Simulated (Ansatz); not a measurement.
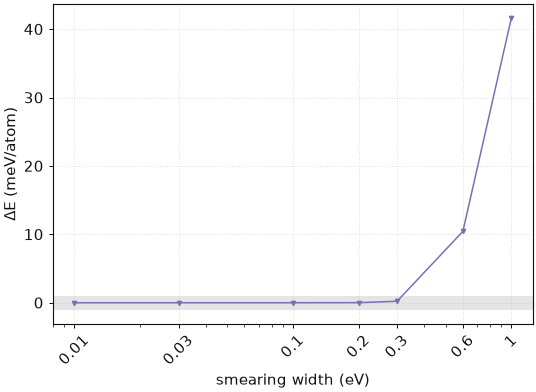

One cell, run at 7 values of the smearing width.
Te (P3_121, 3 atoms in the cell); DFT, r2SCAN, plane waves (500 eV) with PAW, scalar-relativistic (Ansatz); 8×8×6 k-mesh, Methfessel–Paxton smearing.
ΔE is the free energy less its value at the smallest setting, 0.01 eV.
Dashed lines or grey bands mark the tolerance: 1 meV/atom.

From which setting is the free energy converged to 1 meV/atom?

Answer. The free energy is within 1 meV/atom of the smallest setting's value from 0.3 eV down. It is off by +42 meV/atom at 1 eV and +10 meV/atom at 0.6 eV.
